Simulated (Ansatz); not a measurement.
# C: a changed input and its effect

System: C (P4mm, 3 atoms in the cell).
Method of the first run: DFT PBE, scalar-relativistic, plane waves, PAW, no spin polarisation (Ansatz 0.2.0).

The structure was made by a generator, so it may or may not be a known phase. Text and figures count atoms from 1; the logs count them from 0 in places.

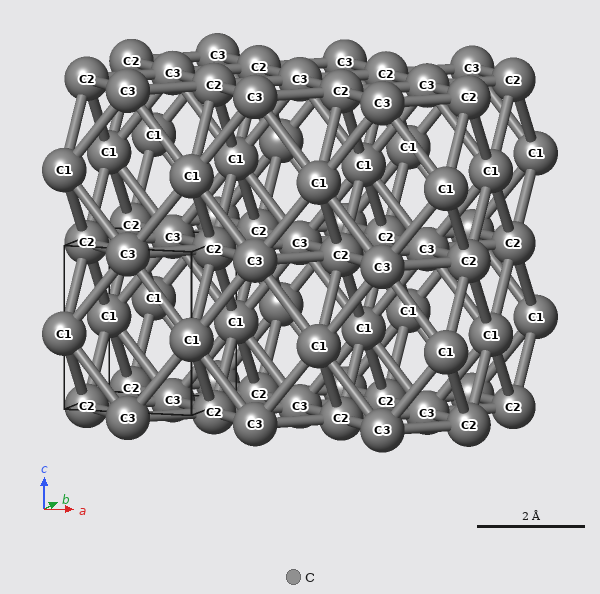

**Figure 1.** The structure as given in the input (ball-and-stick view of the cell of the calculation, repeated 3 × 2 × 2, seen slightly off an axis; atoms are numbered from 1 in the order of the input). An atom can appear more than once, as a periodic image.

### Input, the first run
```yaml
crystal:
  lattice:
    - [2.53073145, 0.0, 0.0]
    - [0.0, 2.53073145, 0.0]
    - [0.0, 0.0, 3.09779724]
  atoms:
    - { symbol: C, position: [0.0, 0.0, 0.46212156] }
    - { symbol: C, position: [0.0, 0.5, 0.96615668] }
    - { symbol: C, position: [0.5, 0.0, 0.96615668] }
basis:
  ecutwfc: 420
kpoints:
  mp_grid: { grid: [6, 6, 6] }
hamiltonian:
  xc: pbe
scf:
  occupations: { method: gaussian, width: 0.1 }
  lower_state_search: "off"
output:
  forces: true
  stress: true
  eigenvalues: true
```

Launched with:
```bash
ansatz run input.yaml --threads 1 --pin off --max-ram 2560MiB --backend cpu --events-out ev --progress --plain --runs-dir out
```

Hardware: 1 thread of Arm Neoverse V2, 128 GiB of memory available, shared host.

### Output, shortened to warnings, some set-up lines, iterations and results (the first run)
```
Basis set: ecut = 420 eV, 387 PW (Γ), exchange–correlation on 36×36×48 points (8 copies of the dense FFT grid, shifted against one another)
Symmetry: 8 space group operations
k-points: 40 of 216 (time reversal used)
Initial density: superposition of atomic densities (neutral atoms: chi_scale 0, normalization atom), corrected by the library's trained network
[...]
SCF iter   1: F=—  HF=-742.173800 eV  |F-HF|=—  |Δ(HF+E_count)|=         —  Δρ=3.40e-2  dr2=3.36e-1  ethr=1.77e-3  ⟨swp⟩=5.0  Hψ=2299  notcnv=0
SCF iter   2: F=—  HF=-742.102429 eV  |F-HF|=—  |Δ(HF+E_count)|=   7.14e-2  Δρ=1.43e-2  dr2=5.57e-2  ethr=1.77e-3  ⟨swp⟩=1.9  Hψ=803  notcnv=0  defer=9
SCF iter   3: F=—  HF=-742.090282 eV  |F-HF|=—  |Δ(HF+E_count)|=   1.21e-2  Δρ=1.39e-3  dr2=2.59e-4  ethr=4.64e-4  ⟨swp⟩=2.4  Hψ=647  notcnv=0  defer=14
SCF iter   4: F=—  HF=-742.090303 eV  |F-HF|=—  |Δ(HF+E_count)|=   2.09e-5  Δρ=3.90e-4  dr2=1.64e-5  ethr=2.16e-6  ⟨swp⟩=2.4  Hψ=628  notcnv=0  defer=14
SCF iter   5: F=—  HF=-742.090337 eV  |F-HF|=—  |Δ(HF+E_count)|=   3.34e-5  Δρ=1.04e-4  dr2=1.97e-6  ethr=1.37e-7  ⟨swp⟩=2.5  Hψ=612  notcnv=0  defer=13
SCF iter   6: F=-742.090337 eV  HF=-742.090337 eV  |F-HF|=5.43e-9  |Δ(HF+E_count)|=   2.58e-8  Δρ=2.01e-5  dr2=6.50e-8  ethr=8.33e-10  ⟨swp⟩=4.4  Hψ=1776  notcnv=0
SCF 1 converged in 6 iterations: F = -742.090337 eV  dr2 = 6.50e-8
SCF converged after 6 iterations
Free energy (F): -742.090337 eV
Harris-Foulkes:  -742.090337 eV  (|F-HF|=5.43e-9)
Internal energy: -742.085280 eV  (E = F + TS)
E sigma→0 (E₀):  -742.087809 eV
Entropy (-TS):   -0.005056 eV (-1.685 meV/atom)
Fermi energy:    11.870496 eV
--- Per-component energies (eV) ---
  E_band       = 43.769280
  E_kinetic    = 248.720726
  E_local      = -162.003397  (includes V_loc(G=0)·N_el)
  E_nonlocal   = 82.064915
  E_hartree    = 32.143702
  E_xc         = -140.879174
  E_vxc        = -174.520302  (∫ρ·V_xc dr)
  E_paw        = -293.560286  (= ΣΔE_a)
  E_vpaw       = -14.780987  (= ΣTr[D̂ρ^β])
  E_aug_tail   = 0.000010  (compensation charges beyond the density's cutoff)
  E_ewald      = -508.571777
  E_smearing   = -0.005056  (= −TS)
  E_closure    = -0.000000  (closes the sum)
  Σ components = -742.090337   (vs F -742.090337, Δ=0.00e0)
--- Forces (eV/Å), atoms counted from 1 ---
  atom   1  C     -0.00000000     0.00000000    -0.27562185
  atom   2  C      0.00000000     0.00000000     0.13781419
  atom   3  C      0.00000000    -0.00000000     0.13781419
  max |Σ_I F_I| component: 6.52e-6 eV/Å
--- Stress (GPa, compression-positive) ---
      -15.446250       0.000000      -0.000000
        0.000000     -15.446250      -0.000000
       -0.000000      -0.000000       6.686351
  P = ⅓ Tr σ = -8.0687 GPa (-80.687 kbar)
```

The input of the second run differs as follows (lines with − go, lines with + come):
```diff
-    - { symbol: C, position: [0.0, 0.0, 0.46212156] }
-    - { symbol: C, position: [0.0, 0.5, 0.96615668] }
-    - { symbol: C, position: [0.5, 0.0, 0.96615668] }
+    - { symbol: C, position: [0.0, 0.0, 0.46212156], spin: 1.0 }
+    - { symbol: C, position: [0.0, 0.5, 0.96615668], spin: 1.0 }
+    - { symbol: C, position: [0.5, 0.0, 0.96615668], spin: 1.0 }
+  populations: true
+magnetization:
+  spin_polarized: true
```

What does this change do to the results?

The energy is the same within 0.01 meV per atom. With spin allowed, the absolute moment of the cell comes to 0.00 μB. The SCF takes 17 iterations against 6. The two runs start from different initial densities, which also moves the count.

### Output, shortened to warnings, some set-up lines, iterations and results (the second run)
```
WARN: the starting moments were not kept: the SCF closed with an absolute magnetisation of 2.7e-6 μB, where they sum to 3 μB in size (3 sites). That is at most 0.1 of that sum. Measured as dr2_m measures the in/out step, that magnetisation stands 2.0e-12 eV from none, at or under the dr2_threshold of 1.0e-7 eV: it is no larger than a step whose dr2_m would equal this threshold. The system may …
Basis set: ecut = 420 eV, 387 PW (Γ), exchange–correlation on 36×36×48 points (8 copies of the dense FFT grid, shifted against one another)
Symmetry: 8 space group operations
k-points: 40 of 216 (time reversal used)
Initial density: superposition of atomic densities (chi_scale 0.1, normalization cell)
[...]
SCF iter   1: F=—  HF=-741.129490 eV  |F-HF|=—  |Δ(HF+E_count)|=         —  Δρ=7.24e-2 (↑6.47e-2 ↓7.24e-2)  dr2=3.48e-1  dr2_m=7.76e-1  M=0.729 μB ∫|m|=0.729 μB  β_m=0.30  …
SCF iter   2: F=—  HF=-741.507954 eV  |F-HF|=—  |Δ(HF+E_count)|=   3.78e-1  Δρ=5.73e-2 (↑5.20e-2 ↓5.73e-2)  dr2=1.27e-1  dr2_m=5.06e-1  M=0.498 μB ∫|m|=0.498 μB  β_m=0.30  …
SCF iter   3: F=—  HF=-741.752900 eV  |F-HF|=—  |Δ(HF+E_count)|=   2.45e-1  Δρ=4.36e-2 (↑4.10e-2 ↓4.36e-2)  dr2=3.61e-2  dr2_m=3.16e-1  M=0.345 μB ∫|m|=0.345 μB  β_m=0.30  …
SCF iter   4: F=—  HF=-741.898665 eV  |F-HF|=—  |Δ(HF+E_count)|=   1.46e-1  Δρ=3.27e-2 (↑3.27e-2 ↓3.25e-2)  dr2=1.22e-3  dr2_m=1.93e-1  M=0.236 μB ∫|m|=0.236 μB  β_m=0.30  …
SCF iter   5: F=—  HF=-741.984825 eV  |F-HF|=—  |Δ(HF+E_count)|=   8.62e-2  Δρ=2.44e-2 (↑2.44e-2 ↓2.44e-2)  dr2=6.68e-4  dr2_m=1.08e-1  M=0.189 μB ∫|m|=0.189 μB  β_m=0.30  …
[... 8 lines ...]
SCF iter  14: F=—  HF=-742.090337 eV  |F-HF|=—  |Δ(HF+E_count)|=   8.58e-7  Δρ=2.47e-5 (↑2.24e-5 ↓2.47e-5)  dr2=2.15e-7  dr2_m=6.55e-8  M=0.000 μB ∫|m|=0.000 μB  β_m=0.80  …
SCF iter  15: F=-742.090337 eV  HF=-742.090337 eV  |F-HF|=3.18e-8  |Δ(HF+E_count)|=   9.51e-9  Δρ=1.18e-5 (↑1.18e-5 ↓4.64e-6)  dr2=4.55e-8  dr2_m=7.70e-9  M=0.000 μB …
SCF iter  16: F=-742.090337 eV  HF=-742.090337 eV  |F-HF|=3.31e-9  |Δ(HF+E_count)|=  4.91e-10  Δρ=3.61e-6 (↑3.61e-6 ↓1.44e-6)  dr2=4.60e-9  dr2_m=7.33e-10  M=0.000 μB …
SCF iter  17: F=-742.090337 eV  HF=-742.090337 eV  |F-HF|=6.59e-12  |Δ(HF+E_count)|=  2.44e-11  Δρ=3.17e-7 (↑3.17e-7 ↓1.63e-7)  dr2=8.88e-12  dr2_m=9.54e-12  M=-0.000 μB …
SCF 1 converged in 17 iterations: F = -742.090337 eV  dr2 = 8.88e-12
SCF converged after 17 iterations
Magnetization: -0.0000 μB (6.0000 up, 6.0000 down)
Absolute magnetization: 0.0000 μB (∫|ρ↑−ρ↓|, with the PAW one-centre terms)
Spin contamination: 0.0000 ħ² per cell (⟨S²⟩ above its minimum at these occupations)
Per-site moments (μB) at R_I (Å): [(1.0955581840819217e-7, 0.8210378268221363), (-5.322108128620584e-7, 0.7381676649835391), (-5.322108128790622e-7, 0.7381676649835391)]
Free energy (F): -742.090337 eV
Harris-Foulkes:  -742.090337 eV  (|F-HF|=6.59e-12)
Internal energy: -742.085278 eV  (E = F + TS)
E sigma→0 (E₀):  -742.087807 eV
Entropy (-TS):   -0.005059 eV (-1.686 meV/atom)
Fermi energy:    11.870473 eV
--- Per-component energies (eV) ---
  E_band       = 43.768845
  E_kinetic    = 248.720916
  E_local      = -162.004068  (includes V_loc(G=0)·N_el)
  E_nonlocal   = 82.065013
  E_hartree    = 32.144128
  E_xc         = -140.879188
  E_vxc        = -174.520320  (∫ρ·V_xc dr)
  E_paw        = -293.560314  (= ΣΔE_a)
  E_vpaw       = -14.780976  (= ΣTr[D̂ρ^β])
  E_aug_tail   = 0.000010  (compensation charges beyond the density's cutoff)
  E_ewald      = -508.571777
  E_smearing   = -0.005059  (= −TS)
  E_closure    = -0.000000  (closes the sum)
  Σ components = -742.090337   (vs F -742.090337, Δ=0.00e0)
--- Forces (eV/Å), atoms counted from 1 ---
  atom   1  C     -0.00000000     0.00000000    -0.27562654
  atom   2  C      0.00000000     0.00000000     0.13781332
  atom   3  C      0.00000000    -0.00000000     0.13781332
  max |Σ_I F_I| component: 1.08e-7 eV/Å
--- Stress (GPa, compression-positive) ---
      -15.446753       0.000000      -0.000000
        0.000000     -15.446753      -0.000000
       -0.000000      -0.000000       6.687208
  P = ⅓ Tr σ = -8.0688 GPa (-80.688 kbar)
--- Löwdin populations: 3 sites ---
  site symbol       q [e]    m [muB]
     0      C      4.0478     0.0000
     1      C      3.9435    -0.0000
     2      C      3.9435    -0.0000
  spilling = 0.005423 (of n_electrons = 12.000000)
```

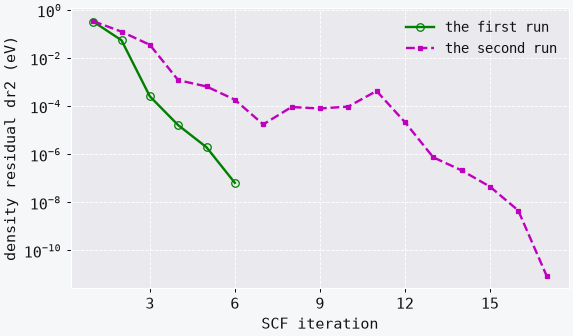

**Figure 2.** Convergence of the two runs: density residual dr2 against the SCF iteration. The first run takes 6 iterations in all, and the second run takes 17.

### The two runs side by side

```csv
quantity,the first run,the second run
outcome,converged,converged
free energy per atom (eV),−247.3634,−247.3634
"energy per atom, smearing taken to zero (eV)",−247.3626,−247.3626
gap on the mesh (eV),0.00,0.00
pressure (GPa),−8.07,−8.07
largest force (eV/Å),0.276,0.276
SCF iterations,6,17
irreducible k-points,40,40
plane waves at Γ,387,387
net moment of the cell (μB),–,0.00
absolute moment of the cell (μB),–,0.00
wall time (shared host),1 s,4.3 s
```

For the second run: Warnings: some starting moments were not kept.
